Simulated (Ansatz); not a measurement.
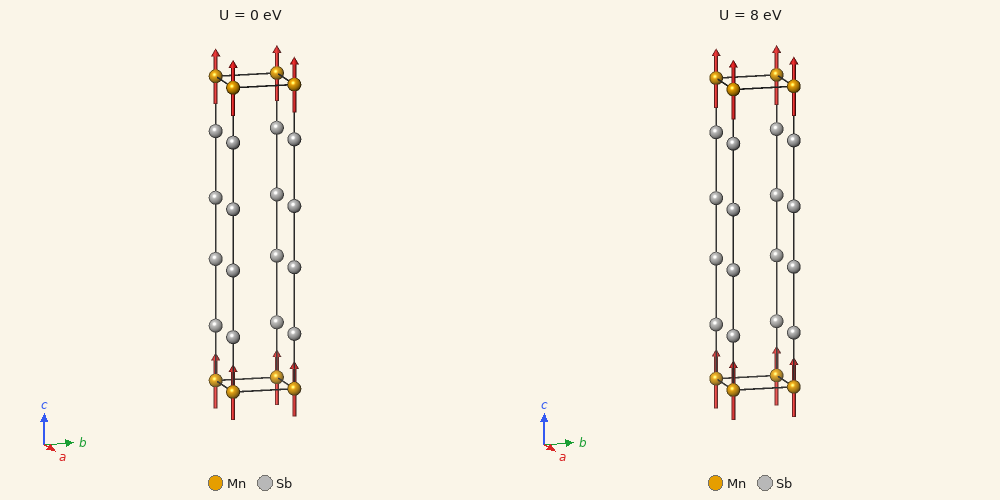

MnSb4, space group P4/mmm (No. 123), a = 3.080 Å, b = 3.080 Å, c = 14.994 Å, α = 90.00°, β = 90.00°, γ = 90.00°. The run's cell of 5 atoms at the smallest and the largest U, with site moments above 0.25 μB as arrows (red up, blue down). The cell is a structure listed in the Materials Project. It needn't be the stable form of this composition.

One fixed geometry was run with a growing Hubbard U on Mn d. Alike in all runs: Ansatz 0.2.0; functional LDA; potentials Ansatz PAW; cutoff 420 eV; k mesh 9 × 9 × 2 on the run's cell of 5 atoms; occupations fermi-dirac, width 0.05 eV; collinear spin, ferromagnetic start; no spin-orbit coupling.

| U (eV) | gap (eV) | mean size of the moment on Mn (μB) | pressure (GPa) |
| --- | --- | --- | --- |
| 0 | metal | 3.76 | -4.5 |
| 1 | metal | 3.96 | -3.8 |
| 2 | metal | 4.07 | -3.3 |
| 3 | metal | 4.16 | -2.9 |
| 4 | metal | 4.24 | -2.5 |
| 5 | metal | 4.40 | -2.0 |
| 6 | ? | ? | ? |
| 8 | metal | 4.63 | -0.9 |

**What would you expect at U = 6 eV?**

At U = 6 eV the run gave no gap, 4.50 μB on Mn and a pressure of -1.6 GPa. A straight line between the neighbouring rows gives 4.47 μB, which is close.

Total energies at different U can't be compared. Each run keeps the state that it reached from its start, which need not be the lowest.

Caveat: only a ferromagnetic start was run, and an antiferromagnetic order may lie lower in energy; a cell with one magnetic atom can't hold antiferromagnetic order, which such compounds often take.
